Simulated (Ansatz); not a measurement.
**TiO₂: band-structure calculation**

- system: TiO₂ (P4₂/mnm, 6 atoms in the cell)
- method: DFT, LDA, all-electron LAPW, scalar-relativistic, no spin polarisation (Ansatz 0.2.0)

The structure derives from an entry of the Crystallography Open Database. It belongs to a series of runs on one base structure; here: volume scaled by 0.99. Figures and captions count atoms from 1; the log counts them from 0 in places.

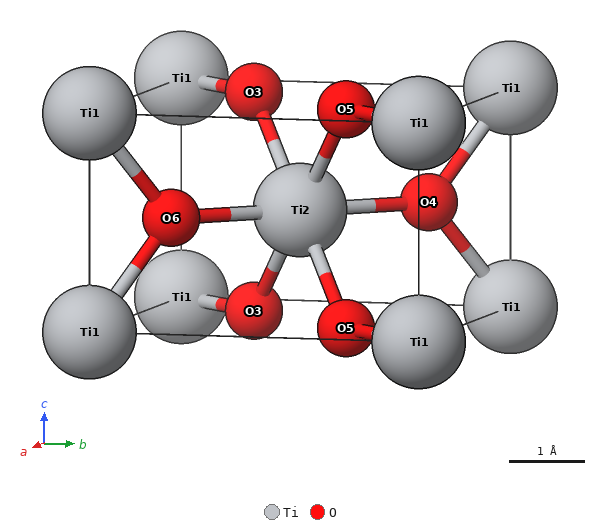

The input geometry (ball-and-stick view of the cell of the calculation, seen slightly off an axis; atoms are numbered from 1 in the order of the input). An atom can appear more than once, as a periodic image. Near neighbours in the periodic cell (some may lie outside the picture): Ti has 6 O at 1.94 to 1.98 Å; O has 3 Ti at 1.94 to 1.98 Å.

Input file:
```yaml
crystal:
  lattice:
    - [4.5786353367, 0.0, 0.0]
    - [0.0, 4.5786353367, 0.0]
    - [0.0, 0.0, 2.949103605]
  atoms:
    - { symbol: Ti, position: [0.0, 0.0, 0.0] }
    - { symbol: Ti, position: [0.5, 0.5, 0.5] }
    - { symbol: O, position: [0.306, 0.306, 0.0] }
    - { symbol: O, position: [0.194, 0.806, 0.5] }
    - { symbol: O, position: [0.694, 0.694, 0.0] }
    - { symbol: O, position: [0.806, 0.194, 0.5] }
kpoints:
  mp_grid: { grid: [7, 7, 10] }
  band_path:
    path:
      - [0.0, 0.0, 0.0]
      - [0.0, 0.5, 0.0]
      - [0.5, 0.5, 0.0]
      - [0.0, 0.0, 0.0]
      - [0.0, 0.0, 0.5]
      - [0.0, 0.5, 0.5]
      - [0.5, 0.5, 0.5]
      - [0.0, 0.0, 0.5]
      - [0.0, 0.5, 0.0]
    npoints: 5
scf:
  occupations: { method: fermi_dirac, width: 0.05 }
hamiltonian:
  xc: lda
  pseudopotentials: { kind: all_electron, lapw: { basis_error: 0.0005 } }
output:
  forces: true
  stress: true
  eigenvalues: true
```

Launched with:
```bash
ansatz run input.yaml --threads 2 --pin off --max-ram 8192MiB --backend cpu --events-out ev --progress --plain --runs-dir out
```

Log:
```
LAPW: plane waves up to 10.840 Å⁻¹, error target 5.0e-4 eV per atom; small_component_spin mean_spin; O in spheres of 0.902 Å, 8 of its electrons in bands, Dirac shells []; Ti in spheres of 1.035 Å, 20 of its electrons in bands, Dirac shells [] (how accurate: hamiltonian.pseudopotentials.lapw.basis_error, Limitations)
Engine: ansatz 0.2.0, aarch64-unknown-linux-gnu
Pseudopotentials: kind: all_electron
Pseudopotential: Ti, LAPW, valence charge 20, lapw/all_electron/scalar/gaussian/Ti, Koelling and Harmon's equation, gaussian nucleus
Pseudopotential: O, LAPW, valence charge 8, lapw/all_electron/scalar/gaussian/O, Koelling and Harmon's equation, gaussian nucleus
Functional definition: SPW92
  exchange = slater_x
  correlation = pw_c
Crystal: 6 atoms, lattice volume = 61.825 Å³
Basis set: ecut = 447.68990284711566 eV, 1315 PW (Γ), exchange–correlation at level 2
Bands: 44, of which v1, the nominal top of the filled ones, is band 36 counted from 1 (35 counted from 0)
Symmetry: 16 space group operations
Space group: P42/mnm (ITA 136), of the structure as read, at distance tolerance 4.0e-5 Å
k-points: 60 of 490
Non-local potential: Ti, projectors of the file, none
Non-local potential: O, projectors of the file, none
Initial density: superposition of atomic densities (chi_scale 0.1, normalization cell, long waves kept (reshape's long-wave potential 0.00 eV rms))
Initial wavefunctions: plane waves of lowest kinetic energy (no species holds an atomic orbital)
Functional: x = slater, c = lda
iter 1 solved again at ethr=2.62e-2 eV; its pass at ethr=1.00e-1 eV (dr2=1.89e1 eV) is discarded
SCF iter   1: F=—  HF=-54531.162748 eV  |F-HF|=—  |Δ(HF+E_count)|=         —  Δρ=1.70e-1  dr2=1.89e1  ethr=2.62e-2  ⟨swp⟩=2.0  Hψ=17130  notcnv=0
preconditioner: auto → Resta (q_TF=auto, 2.798 Å⁻¹)  ε∞=3.6  [insulator: Δε(μ)=5.989 eV  Ē_g=19.538 eV  σ=0.050 eV  W_gap=1.00  n_scr=22 (ndim 8)  ℏωp=31.3 eV  f_vac=0.000  D(μ)=0.00/eV (n_scr^D=0)  ε∞_Penn≈3.6]
SCF iter   2: F=—  HF=-54525.811473 eV  |F-HF|=—  |Δ(HF+E_count)|=    5.35e0  Δρ=1.23e-1  dr2=1.09e1  ethr=2.62e-2  ⟨swp⟩=3.0  Hψ=8440  notcnv=0
preconditioner: auto → Kerker (q_TF=auto, 2.798 Å⁻¹)  [metal: Δε(μ)=0.049 eV  Ē_g=8.626 eV  σ=0.050 eV  W_gap=0.24  n_scr=22 (ndim 8)  ℏωp=26.7 eV  f_vac=0.011 (ignored in choosing the arm: the first look at the density read no void)  D(μ)=1.01/eV (n_scr^D=4)]
SCF iter   3: F=—  HF=-54522.684330 eV  |F-HF|=—  |Δ(HF+E_count)|=    3.13e0  Δρ=6.51e-2  dr2=2.86e0  ethr=1.51e-2  ⟨swp⟩=2.9  Hψ=8009  notcnv=0
SCF iter   4: F=—  HF=-54521.914231 eV  |F-HF|=—  |Δ(HF+E_count)|=   7.70e-1  Δρ=2.15e-2  dr2=2.99e-1  ethr=3.97e-3  ⟨swp⟩=2.0  Hψ=8582  notcnv=0
SCF iter   5: F=—  HF=-54521.968730 eV  |F-HF|=—  |Δ(HF+E_count)|=         —  Δρ=1.84e-2  dr2=2.56e-1  ethr=4.15e-4  ⟨swp⟩=2.0  Hψ=8582  notcnv=0
the basis was enlarged: its passes take 359.0 KiB over the memory plan, 2 of 2 planned eigensolver slots
iter 6 solved again at ethr=3.14e-5 eV; its pass at ethr=3.56e-4 eV (dr2=2.26e-2 eV) is discarded
SCF iter   6: F=—  HF=-54521.874145 eV  |F-HF|=—  |Δ(HF+E_count)|=   9.46e-2  Δρ=5.15e-3  dr2=2.26e-2  ethr=3.14e-5  ⟨swp⟩=2.0  Hψ=13770  notcnv=0
SCF iter   7: F=—  HF=-54521.867868 eV  |F-HF|=—  |Δ(HF+E_count)|=   6.28e-3  Δρ=2.07e-3  dr2=4.22e-3  ethr=3.14e-5  ⟨swp⟩=2.0  Hψ=8100  notcnv=0
SCF iter   8: F=—  HF=-54521.866956 eV  |F-HF|=—  |Δ(HF+E_count)|=   9.12e-4  Δρ=1.11e-3  dr2=1.14e-3  ethr=5.86e-6  ⟨swp⟩=2.0  Hψ=8100  notcnv=0
SCF iter   9: F=—  HF=-54521.866682 eV  |F-HF|=—  |Δ(HF+E_count)|=   2.74e-4  Δρ=4.86e-4  dr2=1.97e-4  ethr=1.58e-6  ⟨swp⟩=2.0  Hψ=8104  notcnv=0
SCF iter  10: F=—  HF=-54521.866615 eV  |F-HF|=—  |Δ(HF+E_count)|=   6.72e-5  Δρ=4.92e-5  dr2=1.87e-6  ethr=2.74e-7  ⟨swp⟩=2.0  Hψ=8111  notcnv=0
SCF iter  11: F=—  HF=-54521.866615 eV  |F-HF|=—  |Δ(HF+E_count)|=   5.31e-7  Δρ=1.18e-5  dr2=7.44e-8  ethr=2.60e-9  ⟨swp⟩=2.0  Hψ=8100  notcnv=0
SCF iter  12: F=-54521.866615 eV  HF=-54521.866615 eV  |F-HF|=2.80e-9  |Δ(HF+E_count)|=   3.21e-8  Δρ=2.93e-6  dr2=5.07e-9  ethr=1.03e-10  ⟨swp⟩=2.9  Hψ=8234  notcnv=0
SCF 1 converged in 12 iterations: F = -54521.866615 eV  dr2 = 5.07e-9
```

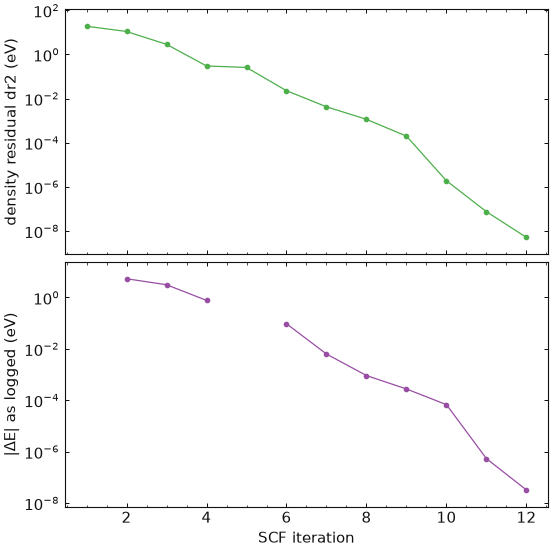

Convergence of the self-consistent field: density residual dr2 and size of the energy change against the SCF iteration. The residual falls at every step.

```
NSCF: frozen V_eff on 41 k-points
SCF converged after 12 iterations
Free energy (F): -54521.866615 eV
Harris-Foulkes:  -54521.866615 eV  (|F-HF|=2.80e-9)
Internal energy: -54521.866615 eV  (E = F + TS)
E sigma→0 (E₀):  -54521.866615 eV
Fermi energy:    10.068628 eV
--- Per-component energies (eV) ---
  E_band       = -11542.911533
  E_kinetic    = 54909.796963
  E_xc         = -3074.492508
  E_electrostatic = -106357.171070  (all electrons and nuclei)
  E_smearing   = -0.000000  (= −TS)
  E_closure    = 0.000000  (closes the sum)
  E_atoms      = -54464.972173  (free atoms, spherical and without spin; not in F)
  Σ components = -54521.866615   (vs F -54521.866615, Δ=0.00e0)
  Basis errors (estimates in eV, not in F): energy 2.1e-4 per atom: plane waves 1.8e-4 (1.1e-4 summed), levels above the bands 2.9e-47, relativity 1.1e-8, radial functions 2.3e-5, core shells 2.7e-13; eigenvalues (radial functions only) 1.2e-6; not estimated: angular momenta, meshes, grids; target (lapw.basis_error) 5.0e-4; muffin-tin radii O 0.902 Å, Ti 1.035 Å
--- Forces (eV/Å), atoms counted from 1 ---
  atom   1  Ti     0.00000000     0.00000000     0.00000000
  atom   2  Ti    -0.00000000     0.00000000    -0.00000000
  atom   3  O     -0.10811552    -0.10811552    -0.00000000
  atom   4  O      0.10811552    -0.10811552    -0.00000000
  atom   5  O      0.10811552     0.10811552     0.00000000
  atom   6  O     -0.10811552     0.10811552     0.00000000
  max |Σ_I F_I| component: 2.96e-31 eV/Å
--- Stress (GPa, compression-positive) ---
       -4.498671       0.000000       0.000000
        0.000000      -4.498671       0.000000
        0.000000       0.000000      -7.032734
  P = ⅓ Tr σ = -5.3434 GPa (-53.434 kbar)
--- Band table (eV; the first three rows and the last of 60) ---
  k-point 0: bands = ["-520.6416", "-520.6416", "-491.3163", "-491.3163", "-491.3163", "-491.3163", "-429.0471", "-429.0471", "-429.0454", "-429.0454", "-429.0443", "-429.0443", "-47.0170", "-46.9976", "-23.6733", "-23.6733", "-23.4931", "-23.4931", "-23.4605", "-23.4231", "-8.8096", "-7.5795", "-6.7583", "-6.7583", "3.2917", "3.7180", "4.0974", "5.2660", "5.2660", "6.5825", "6.5825", "7.1858", "8.4831", "8.7378", "8.7378", "9.1627", "11.0338", "11.3563", "11.5931", "11.6692", "11.6692", "13.6840", "13.8273", "15.9939"]
  k-point 1: bands = ["-520.6416", "-520.6416", "-491.3163", "-491.3163", "-491.3163", "-491.3163", "-429.0471", "-429.0471", "-429.0454", "-429.0454", "-429.0443", "-429.0443", "-47.0122", "-46.9938", "-23.6610", "-23.6610", "-23.5083", "-23.4909", "-23.4909", "-23.4735", "-8.6964", "-7.5121", "-6.8143", "-6.8143", "3.4429", "3.8352", "4.2154", "5.1471", "5.1471", "6.7989", "6.7989", "6.8671", "8.0430", "8.5277", "8.5277", "9.1188", "11.3018", "11.4602", "11.5144", "11.8108", "11.8108", "13.7419", "13.8379", "15.8259"]
  k-point 2: bands = ["-520.6416", "-520.6416", "-491.3163", "-491.3163", "-491.3163", "-491.3163", "-429.0471", "-429.0471", "-429.0454", "-429.0454", "-429.0443", "-429.0443", "-46.9995", "-46.9838", "-23.6314", "-23.6281", "-23.6281", "-23.6033", "-23.4861", "-23.4861", "-8.3873", "-7.3458", "-6.9602", "-6.9602", "3.8568", "4.1460", "4.5636", "5.0044", "5.0044", "6.1574", "7.1404", "7.1942", "7.1942", "8.0042", "8.0042", "8.9099", "11.3869", "11.6516", "11.7926", "12.1488", "12.1488", "13.4939", "14.1941", "15.5329"]
  k-point 59: bands = ["-520.6416", "-520.6416", "-491.3163", "-491.3163", "-491.3163", "-491.3163", "-429.0471", "-429.0471", "-429.0454", "-429.0454", "-429.0443", "-429.0443", "-46.9618", "-46.9618", "-23.9370", "-23.9353", "-23.5169", "-23.5146", "-23.5012", "-23.5009", "-7.5007", "-7.4326", "-7.1088", "-7.0372", "4.1603", "4.3485", "4.5706", "4.7188", "5.5468", "5.6861", "6.4553", "6.4772", "7.8125", "7.8590", "8.4109", "8.4772", "11.5275", "11.7566", "12.3838", "12.3900", "12.4195", "12.6429", "14.8160", "15.1962"]
```

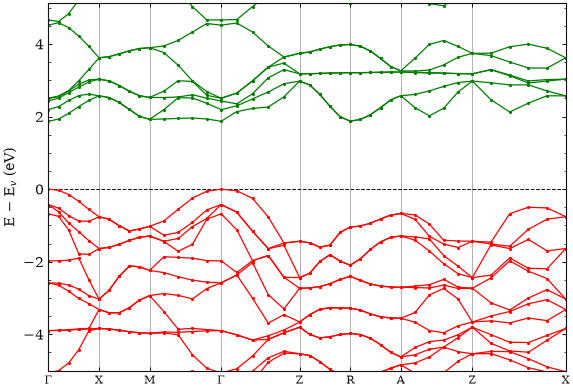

Band structure along Γ–X–M–Γ–Z–R–A–Z–X, with energies from the valence-band top. There is a gap of 1.87 eV on this path, direct, at Γ.

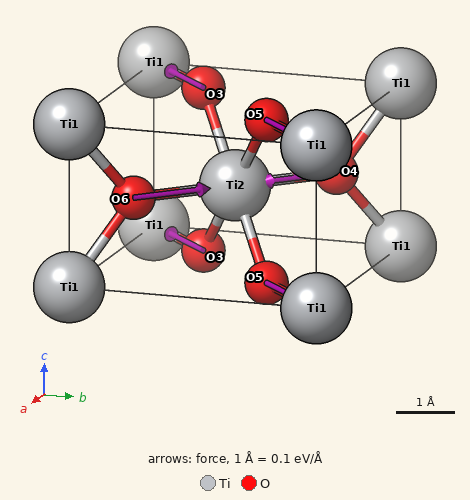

Forces on the atoms as pink arrows (ball-and-stick view of the cell of the calculation, seen slightly off an axis; atoms are numbered from 1 in the order of the input). The largest act on all 4 O atoms (0.15 eV/Å). The geometry is not a stationary point of this energy.

Results in brief:

- outcome: converged
- space group (tolerance 0.01 Å): P4₂/mnm (136)
- electrons in bands (core shells apart): 72
- free energy: −54521.8666 eV
- Fermi energy: 10.069 eV
- gap on the k-point mesh: 1.87 eV
- pressure: −5.34 GPa
- largest force (length of the vector): 0.153 eV/Å
- hardware: 2 threads of Arm Neoverse V2, 24 GiB of memory available, shared host
- wall time: 64 s (CPU time 2.1 min)
- peak memory: 0.8 GiB

The cell is under a tension of 5.3 GPa at this level, so it is not at its equilibrium volume.
